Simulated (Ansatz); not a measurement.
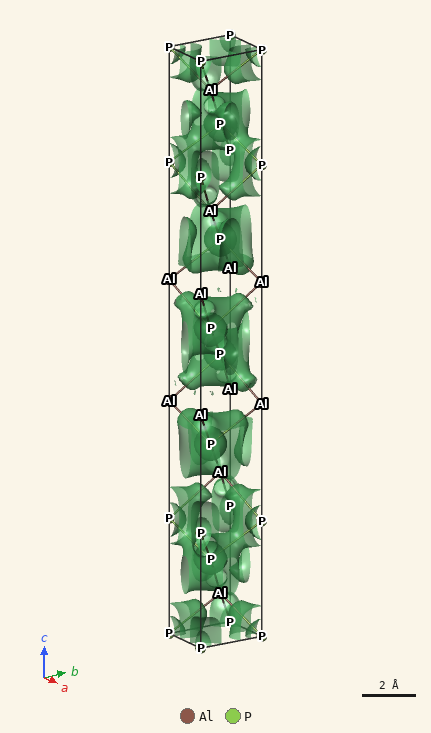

Figure. Al₂P₃. Isosurface of the electron localisation function at 0.65 (green), seen slightly off an axis. Core shells and regions of very low density are left out. Sticks mark near contacts.

Space group R-3m; started from the tetradymite_166 prototype, which need not be the ambient phase; computed without spin polarisation.

Level of theory: DFT PBE, scalar-relativistic, plane waves, PAW (Ansatz 0.2.0).

Input

```
crystal:
  lattice:
    - [1.7932508364, 1.0353338531, 7.3689129233]
    - [-1.7932508364, 1.0353338531, 7.3689129233]
    - [0.0, -2.0706677063, 7.3689129233]
  atoms:
    - { symbol: Al, position: [0.3967363894, 0.3967363894, 0.3967363894] }
    - { symbol: Al, position: [0.6032636106, 0.6032636106, 0.6032636106] }
    - { symbol: P, position: [0.0, 0.0, 0.0] }
    - { symbol: P, position: [0.1964155072, 0.1964155072, 0.1964155072] }
    - { symbol: P, position: [0.8035844928, 0.8035844928, 0.8035844928] }
basis:
  ecutwfc: 420
kpoints:
  mp_grid: { grid: [12, 12, 12] }
hamiltonian:
  xc: pbe
scf:
  occupations: { method: gaussian, width: 0.1 }
output:
  forces: true
  stress: true
  eigenvalues: true
  write_density: true
  write_potential: true
  elf: true
  volumetric_format: npy
relax:
  adjacent_minimum: "off"
  f_tol: 0.01
  max_steps: 80
  cell: { stress_tol: 0.05 }
```

Launched as:

```sh
ansatz run input.yaml --threads 1 --pin off --max-ram 2560MiB --backend cpu --events-out ev --progress --plain --runs-dir out
```

Below, planes, directions and counts refer to the conventional cell (a = 3.55 Å, b = 3.55 Å, c = 22.50 Å, α = 90.00°, β = 90.00°, γ = 120.00°).

The fields are those of the relaxed geometry.

Identify the bonds, lone pairs and shells in this picture.

Answer. At this value the surface marks out three regions on P in which the atom's valence shell and bonds are merged and sheets that run through the cell in two directions, counted in one cell of 15 atoms. Regions shared between cells count once. Profiles from the grid: P–P (2.45 Å): the ELF peaks at about 0.85 between the atoms. Al–P (2.50 Å): the ELF peaks at about 0.85 in the valence shell of P, 1.0 Å from its nucleus, and is about 0.85 at the midpoint.

Does the calculation give a band gap?

Answer. It is gapless in this calculation (a metal or semimetal).
